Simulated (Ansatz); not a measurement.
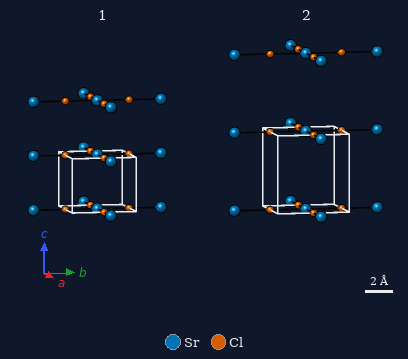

Two geometries of solid SrCl$_{2}$ (a generated structure, set up in P4/mmm) (coarse preliminary run), drawn at one scale. One is the start of a relaxation, the other its converged end. The picture is a ball-and-stick view of the cell of the calculation, repeated 1 × 1 × 2 with one cell outlined, seen slightly off an axis.

All numbers below come from Ansatz, DFT PBE, scalar-relativistic, plane waves, PAW. (plane-wave cutoff 420 eV; k-point mesh 4 × 4 × 4; occupations gaussian; smearing width 0.1 eV; no spin polarisation; cell and atoms relaxed; force threshold 0.04 eV/Å; at most 70 steps)

Q: Which geometry has the lower energy?

A: Structure 2 is the relaxed one. After 10 accepted moves (12 points after the start) the energy has fallen by 488 meV per atom. All forces vanish by symmetry, so only the cell relaxes. The pressure goes from 13.51 to 0.06 GPa. The SCF was repeated twice at an unchanged geometry on a basis and grid sized afresh for the cell, which shifted the energy by 10.9 meV per atom at most. The atoms keep their places relative to the cell (all moves are under 0.005 Å). The drawn cell changes as follows: a = b 4.990 → 5.587 Å (+12.0 %), c 4.170 → 5.999 Å (+43.9 %); the volume changes by +80.3 %. Near-neighbour distances that change, for instance: Cl–Sr 2.495 → 2.793 Å. The space group stays P4/mmm (No. 123). The run took 23 s on 1 thread of Intel(R) Xeon(R) Platinum 8375C CPU @ 2.90GHz (Ice Lake) (shared host), peak memory 0.44 GiB.
